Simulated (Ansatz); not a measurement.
**From r2SCAN to G0W0: Cs3Bi2Br9 (P-3m1)**

How far does one-shot GW move the r2SCAN gap of Cs3Bi2Br9 (P-3m1)?

Method: r2SCAN, then G0W0 on it, plane waves, PAW, in Ansatz 0.2.0.

**What was measured.**

- Gap 2.6 eV: direct gap from Tauc plot; UV-vis diffuse reflectance, Tauc plot; powder (antisolvent-crystallized powder) (“Cs3Bi2Br9/g-C3N4 Direct Z-Scheme Heterojunction for Enhanced Photocatalytic Reduction of CO2 to CO”, 2023, pmc:10601477).

- Gap 2.5 eV: indirect gap from Tauc plot; UV-vis diffuse reflectance, Tauc plot; powder (antisolvent-crystallized powder) (“Cs3Bi2Br9/g-C3N4 Direct Z-Scheme Heterojunction for Enhanced Photocatalytic Reduction of CO2 to CO”, 2023, pmc:10601477).

### Step 1. Set-up

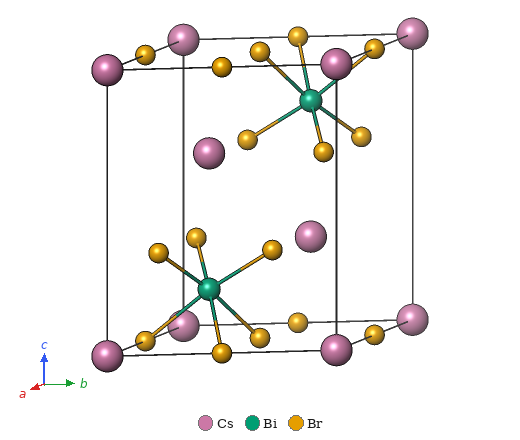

The cell as given, slightly off an axis (caesium pink, bismuth teal, bromine orange). Some periodic images of atoms are drawn too.

The cell and positions come from the Crystallography Open Database and are kept as given unless a step says otherwise. Spin-orbit coupling is left out unless a step names it. The default PAW set here is soft_2. Its files were made with PBE.

### Step 2. The r2SCAN band structure

Levels along a band path and on the mesh show where this functional puts the band edges.

This step: DFT, r2SCAN, plane waves, PAW.

The input, input.yaml:

```yaml
crystal:
  lattice:
    - [7.972, 0.0, 0.0]
    - [-3.986, 6.903954519, 0.0]
    - [0.0, 0.0, 9.867]
  atoms:
    - { symbol: Cs, position: [0.6666666667, 0.3333333333, 0.6669] }
    - { symbol: Cs, position: [0.3333333333, 0.6666666667, 0.3331] }
    - { symbol: Cs, position: [0.0, 0.0, 0.0] }
    - { symbol: Bi, position: [0.6666666667, 0.3333333333, 0.1918] }
    - { symbol: Bi, position: [0.3333333333, 0.6666666667, 0.8082] }
    - { symbol: Br, position: [0.5, 0.5, 0.0] }
    - { symbol: Br, position: [0.5, 0.0, 0.0] }
    - { symbol: Br, position: [0.0, 0.5, 0.0] }
    - { symbol: Br, position: [0.3353, 0.16765, 0.3394] }
    - { symbol: Br, position: [0.83235, 0.16765, 0.3394] }
    - { symbol: Br, position: [0.83235, 0.6647, 0.3394] }
    - { symbol: Br, position: [0.16765, 0.3353, 0.6606] }
    - { symbol: Br, position: [0.16765, 0.83235, 0.6606] }
    - { symbol: Br, position: [0.6647, 0.83235, 0.6606] }
kpoints:
  mp_grid: { grid: [6, 6, 2] }
  band_path:
    path:
      - [[0.0, 0.0, 0.0], [0.5, 0.0, 0.0], [0.33333333, 0.33333333, 0.0], [0.0, 0.0, 0.0], [0.0, 0.0, 0.5], [0.5, 0.0, 0.5], [0.33333333, 0.33333333, 0.5], [0.0, 0.0, 0.5]]
      - [[0.5, 0.0, 0.5], [0.5, 0.0, 0.0]]
      - [[0.33333333, 0.33333333, 0.5], [0.33333333, 0.33333333, 0.0]]
    npoints: 10
hamiltonian:
  xc: r2scan
scf:
  occupations: { method: fermi_dirac, width: 0.02 }
  n_extra_bands: 8
output:
  eigenvalues: true
  write_density: true
  write_potential: true
  elf: true
  volumetric_format: npy
```

The run is started by

```sh
$ ansatz run input.yaml --threads 2 --pin off --max-ram 92160MiB --backend cuda --events-out ev --progress --plain --runs-dir out --devices 1 --max-vram 13GiB  # rebuilt from the run's record
```

Numbers of over 12 decimals in the logs are rounded to 6 here.

The program printed:

```text
scf.n_extra_bands = 8 over 60 filled bands (N_el = 120.0): the run solves 68 bands
GPUs: using 1 of 1 available (devices: 1).
Engine: ansatz 0.2.0, x86_64-unknown-linux-gnu
Pseudopotentials: kind: paw
Pseudopotential: Cs, paw, valence charge 9, recommended cutoff 500 eV (meta_gga), Cs.paw.azcp
Pseudopotential: Bi, paw, valence charge 15, recommended cutoff 500 eV (meta_gga), Bi.paw.azcp
Pseudopotential: Br, paw, valence charge 7, recommended cutoff 500 eV (meta_gga), Br.paw.azcp
Functional definition: r2SCAN
  parameter k0 = 0.174
  parameter k1 = 0.065
  parameter a1 = 4.9479
  exchange = r2scan_x(k0 = k0, k1 = k1, a1 = a1)
  correlation = r2scan_c
device memory: the entry about to start is reckoned to put 4.9 GiB on a device that reports 66.2 GiB free (of which the cap on the GPU budget leaves the run 13.0 GiB)
GPU FFT provider: cuFFT
GPU libraries: cuBLAS 13.8.2, cuFFT 12.4.0, cuSOLVER 12.3.4
Crystal: 14 atoms, lattice volume = 543.063 Å³
Basis set: ecut = 500 eV, 13781 PW (Γ), exchange–correlation on 240×240×288 points (64 copies of the dense FFT grid, shifted against one another)
Bands: 68, of which v1, the nominal top of the filled ones, is band 60 counted from 1 (59 counted from 0)
Symmetry: 12 space group operations
Space group: P-3m1 (ITA 164), of the structure as read, at distance tolerance 8.2e-5 Å
k-points: 14 of 72
Non-local potential: Cs, projectors of the file, l = 0: 3, l = 1: 2, l = 2: 2, l = 3: 2
Non-local potential: Bi, projectors of the file, l = 0: 2, l = 1: 2, l = 2: 2, l = 3: 2
Non-local potential: Br, projectors of the file, l = 0: 2, l = 1: 2, l = 2: 2
PAW form: soft (Blöchl's): semilocal exchange-correlation on the pseudo side does not see the compensation charge
PAW frozen core: Cs, regenerated for the run's functional (the file was generated under x = pbe(κ = 0.804, μ = 0.219515), c = pbe(β = 0.066725))
PAW frozen core: Bi, regenerated for the run's functional (the file was generated under x = pbe(κ = 0.804, μ = 0.219515), c = pbe(β = 0.066725))
PAW frozen core: Br, regenerated for the run's functional (the file was generated under x = pbe(κ = 0.804, μ = 0.219515), c = pbe(β = 0.066725))
PAW one-centre angular grid: Cs, 302 points (default); XC on 160 Gauss nodes
PAW one-centre angular grid: Bi, 590 points (default); XC on 160 Gauss nodes
PAW one-centre angular grid: Br, 302 points (default); XC on 160 Gauss nodes
Initial density: superposition of atomic densities (neutral atoms: chi_scale 0, normalization atom), corrected by the library's trained network
Initial wavefunctions: pseudopotential atomic-orbital guess
GPU buffer pool allocated for 259200 grid points (all kernels)
GPU transforms: local potential and band sums: pruned to the plane-wave sphere, on 60×60×72
Functional: x = r2scan, c = r2scan; τ floored in thin density (d = 2e-4 eV/Å³)
SCF iter   1: F=—  HF=-67035.526116 eV  |F-HF|=—  |Δ(HF+E_count)|=         —  Δρ=2.73e-3  dr2=8.93e-2  dr2_τ=3.51e-2  ethr=1.77e-3  ⟨swp⟩=14.4  Hψ=5261  notcnv=0  defer=1
preconditioner: auto → Resta (q_TF=auto, 2.121 Å⁻¹)  ε∞=3.3  [insulator: Δε(μ)=2.911 eV  Ē_g=10.239 eV  σ=0.020 eV  W_gap=1.00  n_scr=96 (ndim 8)  ℏωp=15.4 eV  f_vac=0.034  D(μ)=0.00/eV (n_scr^D=0)  ε∞_Penn≈3.3]
SCF iter   2: F=—  HF=-67035.579953 eV  |F-HF|=—  |Δ(HF+E_count)|=   5.38e-2  Δρ=1.31e-3  dr2=1.18e-2  dr2_τ=7.87e-4  ethr=7.44e-5  ⟨swp⟩=3.1  Hψ=1940  notcnv=0  defer=27
SCF iter   3: F=—  HF=-67035.579161 eV  |F-HF|=—  |Δ(HF+E_count)|=   7.92e-4  Δρ=3.67e-4  dr2=9.43e-4  dr2_τ=6.71e-5  ethr=9.80e-6  ⟨swp⟩=2.0  Hψ=1710  notcnv=0  defer=27
SCF iter   4: F=—  HF=-67035.579089 eV  |F-HF|=—  |Δ(HF+E_count)|=   7.28e-5  Δρ=9.20e-5  dr2=4.34e-5  dr2_τ=2.61e-6  ethr=7.86e-7  ⟨swp⟩=2.0  Hψ=1583  notcnv=0  defer=27
SCF iter   5: F=—  HF=-67035.579291 eV  |F-HF|=—  |Δ(HF+E_count)|=   2.03e-4  Δρ=1.92e-5  dr2=2.16e-6  dr2_τ=1.18e-7  ethr=3.62e-8  ⟨swp⟩=2.6  Hψ=1936  notcnv=0  defer=27
SCF iter   6: F=—  HF=-67035.579293 eV  |F-HF|=—  |Δ(HF+E_count)|=   1.59e-6  Δρ=4.59e-6  dr2=1.33e-7  dr2_τ=6.67e-9  ethr=1.80e-9  ⟨swp⟩=2.0  Hψ=1765  notcnv=0  defer=27
SCF iter   7: F=-67035.579293 eV  HF=-67035.579293 eV  |F-HF|=7.28e-10  |Δ(HF+E_count)|=   1.15e-7  Δρ=1.17e-6  dr2=1.15e-8  dr2_τ=6.38e-10  ethr=8.33e-11  ⟨swp⟩=13.5  Hψ=3601  notcnv=0
SCF 1 converged in 7 iterations: F = -67035.579293 eV  dr2 = 1.15e-8
  greatest PAW one-centre occupation: 0.989 electrons in one spin orbital (limit 2), on the Bi atom at site 4 (counted from 0), in its partial waves of l = 2
device memory: the entry about to start is reckoned to put 3.7 GiB on a device that reports 58.6 GiB free (of which the cap on the GPU budget leaves the run 13.0 GiB)
NSCF: frozen V_eff on 93 k-points
SCF converged after 7 iterations
Free energy (F): -67035.579293 eV
Harris-Foulkes:  -67035.579293 eV  (|F-HF|=7.28e-10)
Internal energy: -67035.579293 eV  (E = F + TS)
E sigma→0 (E₀):  -67035.579293 eV
Fermi energy:    4.161418 eV
--- Per-component energies (eV) ---
  E_band       = -782.399171
  E_kinetic    = 2233.140105
  E_local      = -7380.663702  (includes V_loc(G=0)·N_el)
  E_nonlocal   = 1846.179841
  E_hartree    = 2466.326229
  E_xc         = -3030.134846
  E_vxc        = -1762.354300  (∫ρ·V_xc dr)
  E_paw        = -57087.962098  (= ΣΔE_a)
  E_vpaw       = -745.739857  (= ΣTr[D̂ρ^β])
  E_aug_tail   = -0.000489  (compensation charges beyond the density's cutoff)
  E_vtau       = 94.384461  (kinetic-family band-sum trace: ∫τ·v_τ [+ j·A + Jᵃ·Aᵃ] dr)
  E_ewald      = -6082.941322
  E_core_change = 0.476989  (= ΣΔE_core)
  E_smearing   = -0.000000  (= −TS)
  E_closure    = -0.000000  (closes the sum)
  Σ components = -67035.579293   (vs F -67035.579293, Δ=0.00e0)
--- Band table (eV; the first three rows and the last of 14) ---
  k-point 0: bands = [... 56 lower, 1.8551, 1.8561, 1.9062, 2.6952, 5.5868, 6.2790, 6.2790, 7.4749, ... 4 higher]
  k-point 1: bands = [... 56 lower, 2.0373, 2.0373, 2.0399, 2.1885, 5.8059, 5.8059, 5.8407, 7.3656, ... 4 higher]
  k-point 2: bands = [... 56 lower, 1.7729, 1.8670, 1.9447, 2.6961, 5.8096, 6.2103, 6.2610, 7.3925, ... 4 higher]
  k-point 13: bands = [... 56 lower, 1.6826, 1.6826, 2.3294, 2.3294, 6.3752, 6.3752, 6.3997, 7.1100, ... 4 higher]
```

It took 14 s on 1 × NVIDIA H100 80GB HBM3 (shared by 6 runs) with 2 threads of AMD EPYC 7R13 (Zen 3), shared host; peak memory 2 GiB; 20 s of CPU time.

This step gave:

```yaml
filled_bands: 60
gap: 2.887 eV
valence_top_at: k = (0.067, 0.067, 0.000)
conduction_bottom_at: Γ
least_direct_gap: 2.892 eV
```

Over mesh and path the gap is 2.887 eV, from k = (0.067, 0.067, 0.000) to k = Γ. The least direct gap found is 2.892 eV, at k = Γ. On the 6×6×2 mesh alone the same run gives 2.891 eV, so that mesh misses an edge of r2SCAN: 2.891 − 2.887 = +0.004 eV.

Electronic bands along the path, in eV, zero at the top of the highest nominally filled band:

```
    point  band 57  band 58  band 59  band 60  band 61  band 62  band 63  band 64
        Γ    -0.84    -0.84    -0.79     0.00     2.89     3.58     3.58     4.78
        M    -1.01    -0.68    -0.66    -0.31     3.52     3.54     3.59     4.76
        K    -0.84    -0.84    -0.42    -0.42     3.15     3.79     3.79     5.03
        Γ    -0.84    -0.84    -0.79     0.00     2.89     3.58     3.58     4.78
        A    -0.66    -0.66    -0.66    -0.51     3.11     3.11     3.14     4.67
        L    -0.84    -0.83    -0.51    -0.33     3.22     3.71     3.82     4.87
        H    -1.02    -1.02    -0.37    -0.37     3.68     3.68     3.70     4.41
        A    -0.66    -0.66    -0.66    -0.51     3.11     3.11     3.14     4.67
jump to L    -0.84    -0.83    -0.51    -0.33     3.22     3.71     3.82     4.87
        M    -1.01    -0.68    -0.66    -0.31     3.52     3.54     3.59     4.76
jump to H    -1.02    -1.02    -0.37    -0.37     3.68     3.68     3.70     4.41
        K    -0.84    -0.84    -0.42    -0.42     3.15     3.79     3.79     5.03
```

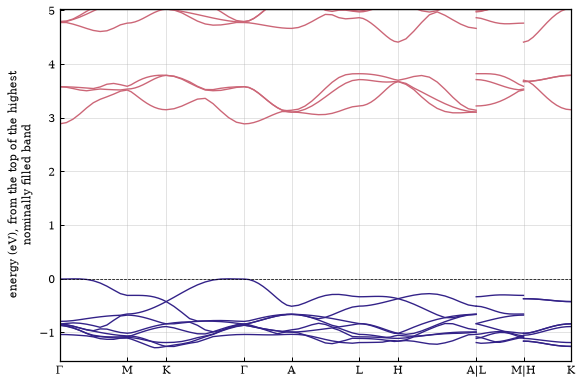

Electronic bands along the path; lines of filled and empty bands in two colours.

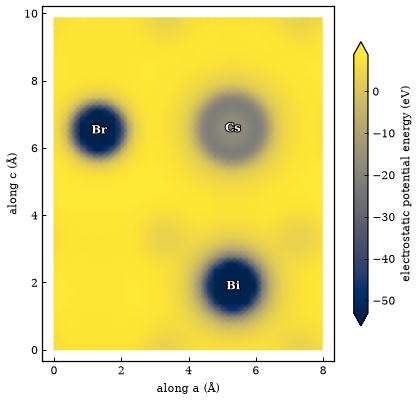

Electrostatic potential energy in the ac plane at fractional y = 0.333, with atoms of Cs and Bi and Br within 0.2 Å of it. With pseudopotentials it is smooth inside the atoms' cores, unlike the true potential.

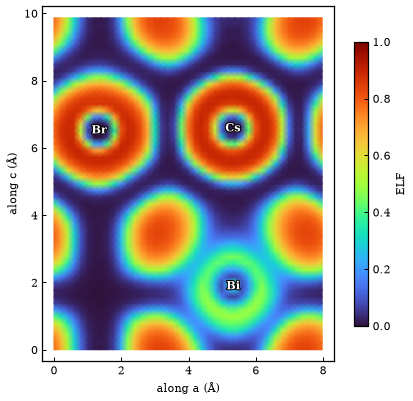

ELF in the ac plane at fractional y = 0.333, with atoms of Cs and Bi and Br within 0.2 Å of it. It is the smooth field of the valence electrons, not physical close to the nuclei.

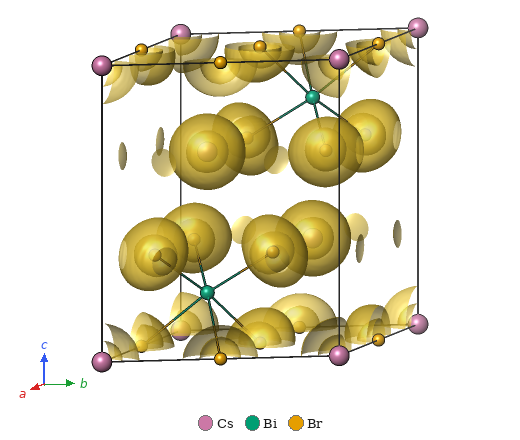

Surface of ELF = 0.82.

(Continued in part 2 of 3.)

[Paths, hosts, dates, memory and timing lines, banners, echoed tables and standing remarks are left out of the program output.]

[Logs are printed without paths, hosts, clocks, repeated set-up lines and the standing remarks that a program may print on its own settings, such as how far it seeks lower states.]

[Runs of the session that timed out or met a known fault of the program may be left out.]

[Cells called generated may have been cut or substituted from an entry of the Crystallography Open Database or the Materials Project.]

[Hosts, paths, dates, database ids (printed as entryN), source tags and the programs' standing remarks are cut or masked in the printed files.]

[Where an RPA ε∞ is given, it is that of the G0W0 mesh and is not shown converged in it. Names of k-points follow the symmetry that the program found, which can be lower than the space group named. Band edges on a path are those of the sampled points; other points can move an edge, and change direct to indirect where valleys lie close.]

[Hybrid gaps are those of their k-mesh and are not shown converged in it.]
